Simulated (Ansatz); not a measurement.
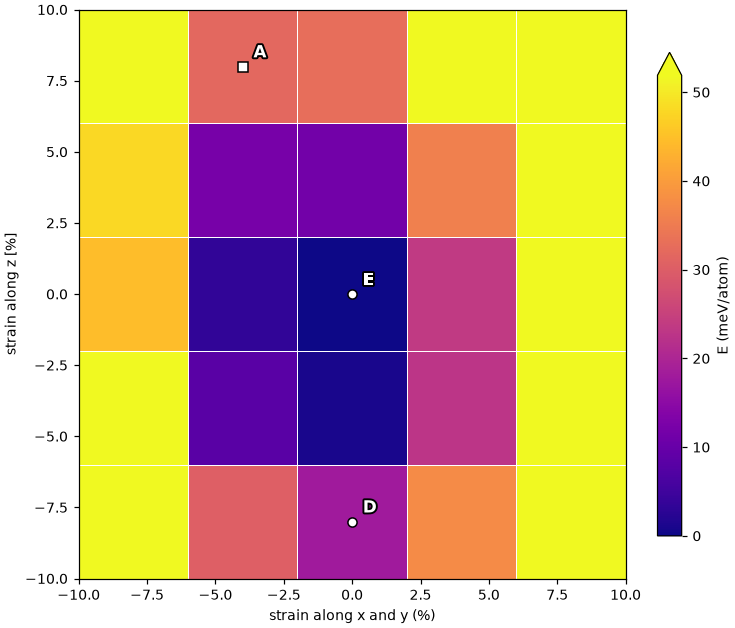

KI (Pm-3m, No. 221; 2 atoms in the cell). 
- The cell is strained homogeneously, by one strain along x and y and another along z, with fractional coordinates fixed (x, y and z along the cube axes).
- The first coordinate is: strain along x and y; the second: strain along z.
- Grid: 5 × 5 points.
- Points are written as (first, second).
- Energies are in meV/atom, from the lowest grid point.
- The reference cell is the one listed in the database, not relaxed at this level.
- Level of theory: Ansatz, DFT PBEsol, scalar-relativistic, plane waves, PAW. Settings: cutoff 420 eV, k-mesh 6×6×6, gaussian smearing 0.05 eV, no spin polarisation.

In the figure: one coloured cell a grid point, one colour for all values above the top of the scale, lettered points.

> Rank the lettered points by energy, lowest first.

E (0 meV/atom), D (18 meV/atom), A (32 meV/atom).
